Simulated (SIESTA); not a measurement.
System: Sn (space group I4/mmm).

Method: DFT in numerical atomic orbitals with pseudopotentials, no spin polarisation; energies at scaled volumes of the given cell, shape and fractions fixed, counted from the fit's minimum, third-order Birch-Murnaghan fit (SIESTA 5.4.2). All runs: no spin polarisation.

| setting | value |
| --- | --- |
| k mesh | 10×10×10 |
| occupations | Fermi–Dirac |
| smearing width | 0.05 eV |
| potentials | PseudoDojo 0.4 standard, converted to PSML, two zetas on semicore shells |

Describe the result: the energy against volume, with one curve for each functional. The cases: PBEsol; LDA.

The fitted equilibrium volumes, smallest first, are LDA 26.149, PBEsol 26.834 Å³/atom. The fitted bulk moduli, smallest first, are PBEsol 54.4, LDA 57.9 GPa.

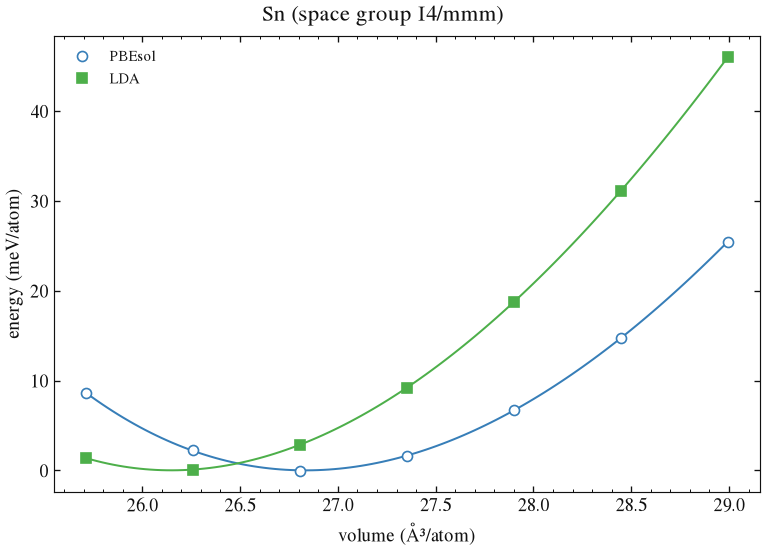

Limits of the calculation: mulliken charges of long orbitals; shape and atomic fractions are frozen while scaling, which makes layered, chain and framework solids too stiff.
